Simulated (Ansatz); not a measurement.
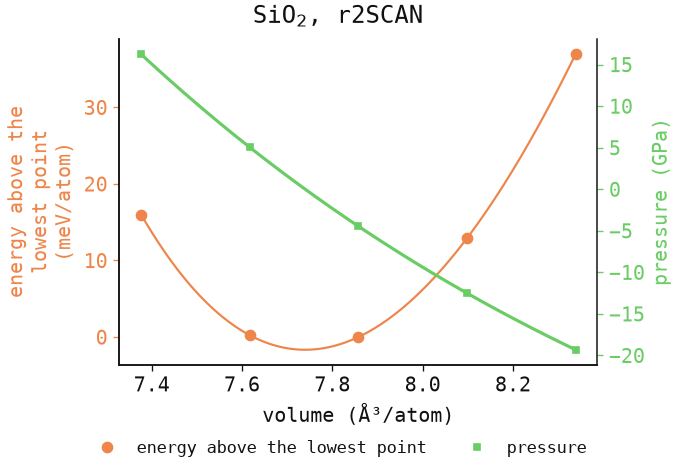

Plotted: energy above the lowest point and pressure against volume for SiO₂, space group Fm-3m (No. 225) (one of a set of cubic test structures, which need not be the stable phase).

How it was computed, with Ansatz 0.2.0 development build: equation of state of a cubic crystal from periodic Kohn-Sham density functional theory without spin, third-order Birch-Murnaghan fit to the free energies; pressure corrected for the finite basis. Level: r2SCAN.

```tsv
setting	value
structure type	fluorite
atoms in cell	3
space group number	225
lattice centring	face-centred primitive
k mesh	13×13×13
occupation method	Fermi–Dirac
occupation width	0.1 eV
wave cutoff	1050 eV
datasets	hand-made PAW
density tolerance	1e-09 eV
bands	12
density cutoff ratio	5
search for lower states	default
xc grid level	2
```

> What equilibrium volume and bulk modulus follow from the curve?

A third-order Birch–Murnaghan fit gives V0 = 7.74 Å³/atom, B0 = 305 GPa and B′ = 4.3.

> What does the pressure do across the range?

It falls from 16.2 GPa at volume 7.3764 Å³/atom to −19.3 GPa at 8.3385 Å³/atom, and changes sign near 7.74 Å³/atom.

Keep in mind: cubic model structure, not the ambient form.

The computed values:

```csv
volume (Å³/atom),energy above the lowest point (meV/atom),pressure (GPa)
7.3764,16.0,16.2
7.6169,0.2,5.0
7.8574,0.0,-4.5
8.0980,12.9,-12.5
8.3385,36.9,-19.3
```
